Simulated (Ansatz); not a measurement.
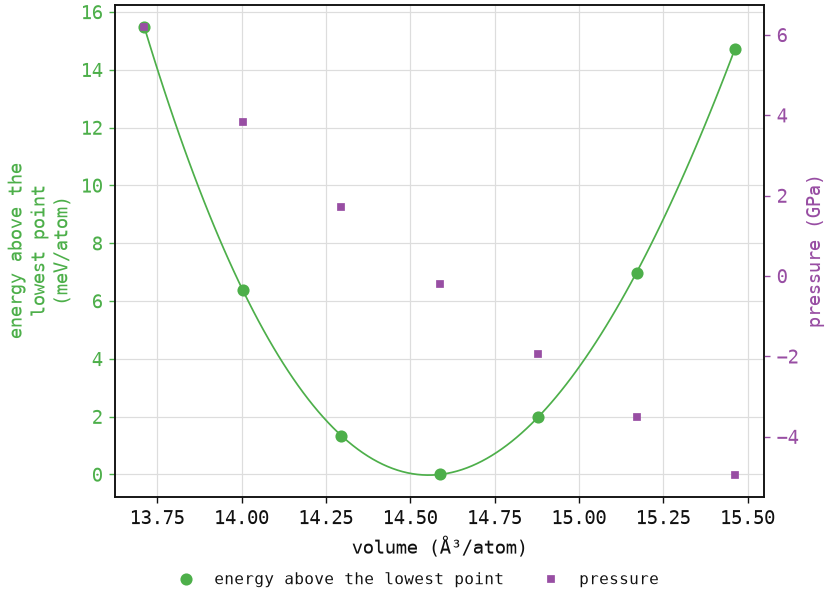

The figure shows the energy above the lowest point and pressure against volume for P, space group Fm-3m (No. 225) (one of a set of cubic test structures, which need not be the stable phase).

Method: equation of state of a cubic crystal from periodic Kohn-Sham density functional theory without spin, third-order Birch-Murnaghan fit to the free energies; pressure corrected for the finite basis (Ansatz 0.2.0 development build). Level: PBE.

- structure type: fcc
- atoms in cell: 1
- space group number: 225
- lattice centring: face-centred primitive
- k mesh: 48×48×48
- occupation method: Fermi–Dirac
- occupation width: 0.06123 eV
- wave cutoff: 420 eV
- datasets: soft-1 PAW
- density tolerance: 1e−07 eV
- bands: 7
- density cutoff ratio: 4
- search for lower states: default

Question: What equilibrium volume and bulk modulus follow from the curve?

Answer: A third-order Birch–Murnaghan fit gives V0 = 14.55 Å³/atom, B0 = 92.2 GPa and B′ = 4.0.

Question: Read off the course of the pressure.

Answer: It falls from 6.2 GPa at volume 13.71 Å³/atom to −5.0 GPa at 15.46 Å³/atom, and changes sign near 14.56 Å³/atom.

Note: cubic model structure, not the ambient form.
